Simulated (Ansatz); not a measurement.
Cell and atoms:

Space group Cmcm (No. 63). a = 3.258 Å, b = 5.948 Å, c = 6.177 Å, α = 90.00°, β = 90.00°, γ = 90.00°
```json
{"atom": "Ta", "site": "4c", "symmetry": "m2m", "x": "0.0000", "y": "0.2858", "z": "0.7500"}
```

Work out the structure from the coordinates.

Answer. The element is tantalum. Space group Cmcm (No. 63), lattice base-centred orthorhombic. The cell holds four atoms. The Ta atoms are each bonded to ten Ta at 3.26 to 3.52 Å. The bonds build a three-dimensional framework.

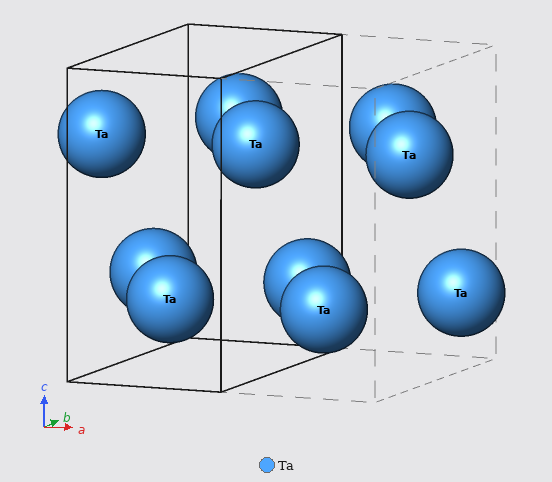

A spheres-only rendering, viewed slightly off an axis. The structure is repeated 2×1×1 times; solid lines mark one conventional unit cell.

It goes back to a structure listed in the Materials Project, with elements exchanged, so it need not be a known form of the compound. The cell was then strained or its atoms displaced on purpose. It was run through Ansatz as a DFT input.

At this level of theory the cell isn't at rest (stretched, at -36 GPa), so its distances can differ from those at equilibrium, the more so the softer the solid.
